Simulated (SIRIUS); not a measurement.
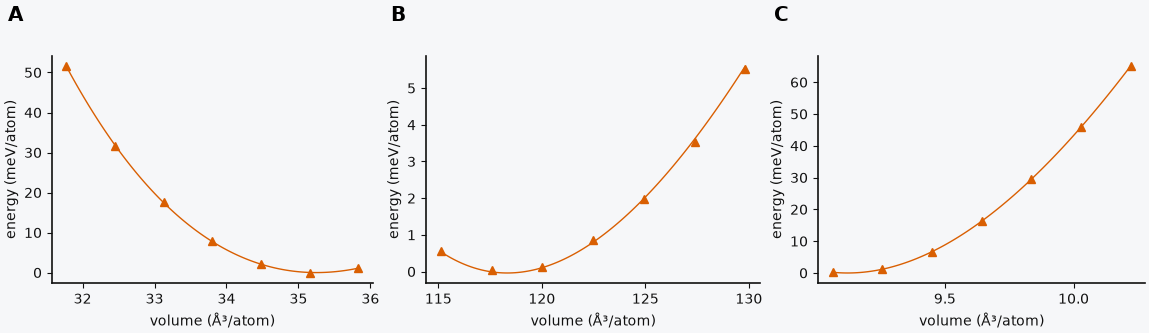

Each panel shows the energy against volume for one of these solids: Cs, Im-3m (No. 229); CuO, P-6m2 (No. 187); Sn, Fd-3m (No. 227).

Calculation (SIRIUS 7.12.0): all-electron LAPW DFT, no spin polarisation; energies at scaled volumes of the given cell, shape and fractions fixed, counted from the fit's minimum, third-order Birch-Murnaghan fit. Level: AM05.

> Match the panels to the solids.

A is Sn (energy from −0.10 meV/atom to 51.58 meV/atom, V0 35.25 Å³/atom, B0 38 GPa); B is Cs (energy from 0.03 meV/atom to 5.53 meV/atom, V0 118.3 Å³/atom, B0 2 GPa); C is CuO (energy from 0.25 meV/atom to 65.05 meV/atom, V0 9.122 Å³/atom, B0 195 GPa).

For CuO, limits of the calculation: coarse k mesh; shape and atomic fractions are frozen while scaling, which makes layered, chain and framework solids too stiff.
